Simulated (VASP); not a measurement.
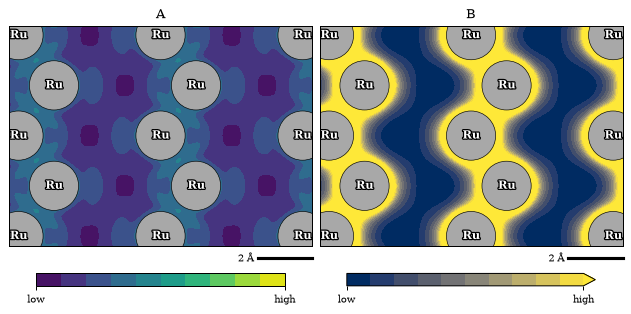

Ru: 2 fields on the (011) plane of the conventional cell, with unlabelled colour scales. Grey discs cover the atomic cores.

Space group Fd-3m; a generated structure, not necessarily the stable one; changed on purpose from its base cell (volume × 0.88); computed pressure about 27 GPa in this cell.

The calculation used Kohn-Sham DFT of a periodic cell, revPBE, VASP PAW PBE potentials, recommended (VASP 6.6.1).

Question: The panels show electron localisation function and valence pseudo-density in some order. Assign them.

Answer: Panel A: electron localisation function. Panel B: valence pseudo-density. From the grid: Ru–Ru (2.27 Å): the density is about 0.88 e/Å³ at the midpoint; the ELF is about 0.40 at the midpoint.
